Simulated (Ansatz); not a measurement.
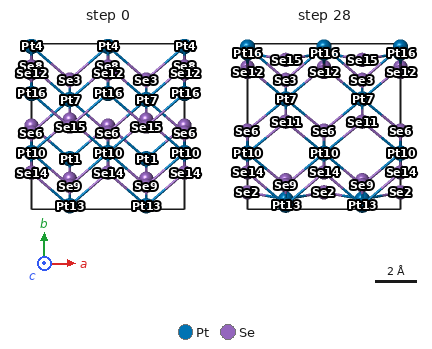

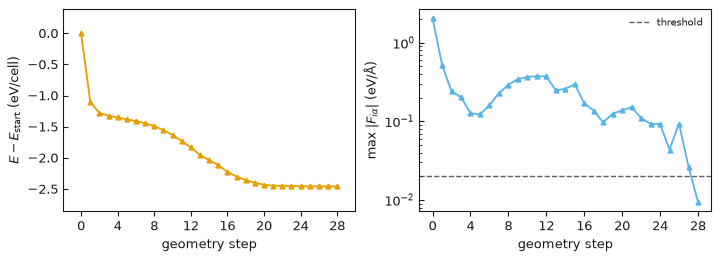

First and last geometry of a relaxation of a slab of composition Pt3Se5 (cut from the P-3m1 phase), with the history of the run. The picture is a ball-and-stick view of the 2 × 1 repeat of the cell, outlined in the plane, without the vacuum (origin shifted), seen along the c axis.

Case: (0 1 2) slab, atoms relaxed. The slab is the (0 1 2) face of PtSe2.

Computed with Ansatz, DFT PBEsol, scalar-relativistic, plane waves, PAW. Settings: plane-wave cutoff 420 eV; k-point mesh 9 × 5 × 1; occupations gaussian; smearing width 0.1 eV; no spin polarisation; dipole correction; atoms relaxed in a fixed cell; force threshold 0.02 eV/Å; at most 60 steps.

> What do the curves and the structures tell?

It converged. The largest moves relative to the layer's centre, 3.69 Å, are those of Se atoms. Largest moves by element: Se 3.69 Å, Pt 1.99 Å. The lattice vectors keep their values. Some distances before and after: Se–Se 3.183 → 6.559 Å, Se–Se 3.183 → 5.674 Å, Pt–Se 4.524 → 2.768 Å, Se–Se 3.183 → 2.838 Å. New bonds form, among them: Pt–Se (4.52 → 2.77 Å). Among the angles between lasting bonds that change: Pt–Se–Pt 96.8° → 68.1°, Se–Pt–Se 96.8° → 119.5°, Pt–Se–Pt 96.8° → 105.7°. Over 28 geometry steps the energy falls by 2.460 eV per cell of the calculation. Largest force component: 2.1 eV/Å at the start, 0.0095 eV/Å at the end.
